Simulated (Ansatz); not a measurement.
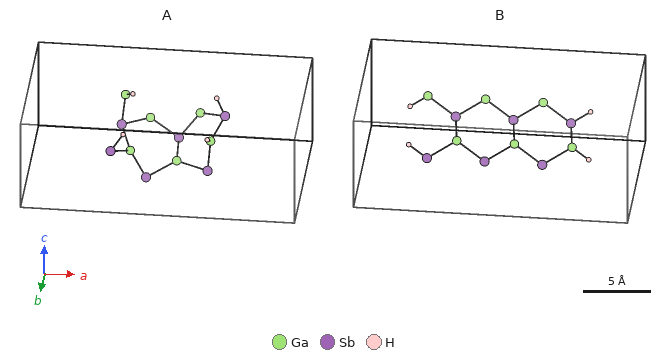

Two geometries of a wire of composition Ga$_{3}$Sb$_{3}$H$_{2}$, drawn at one scale. One is the start of a relaxation, the other its converged end. The picture is a ball-and-stick view of the cell of the calculation, with the vacuum cut short, seen from a free direction.

The calculation used DFT PBE, scalar-relativistic, plane waves, PAW in Ansatz 0.2.0. Set-up: plane-wave cutoff 420 eV; k-point mesh 1 × 1 × 5; occupations gaussian; smearing width 0.05 eV; no spin polarisation; cell relaxed at fixed a, b, alpha, beta, gamma; force threshold 0.02 eV/Å; at most 45 steps.

> Which geometry has the lower energy?

Structure A is the relaxed one. Case: armchair ribbon, 6 formula units a period, edges capped with H. The largest moves relative to the layer's centre, 4.68 Å, are those of H atoms. Largest moves by element: H 4.68 Å, Sb 2.37 Å, Ga 2.36 Å. Along the periodic axis the drawn cell goes c 7.579 → 7.315 Å (−3.5 %). Near-neighbour distances that change, for instance: Ga–Sb 2.621 → 2.670 Å, H–Sb 1.710 → 1.729 Å, Ga–Sb 2.621 → 2.636 Å, Ga–Sb 2.621 → 2.616 Å. Among the angles between lasting bonds that change: Ga–Sb–Ga 113.2° → 90.9°, Ga–Sb–H 113.2° → 92.2°, Ga–Sb–Ga 113.2° → 93.2°. Over 32 accepted moves (36 points after the start) the energy falls by 1.280 eV per cell of the calculation. Largest force component: 0.37 eV/Å at the start, 0.015 eV/Å at the end. The line search rejected the trial steps at points 23, 29, 30 of the run. At 1 point the geometry stayed and the basis and grid were re-selected for the new cell (energy shift of 4.1 meV per cell of the calculation at most each time). The run took 13 min on 4 threads of Arm Neoverse V2, on a shared host, peak memory 2.7 GiB.
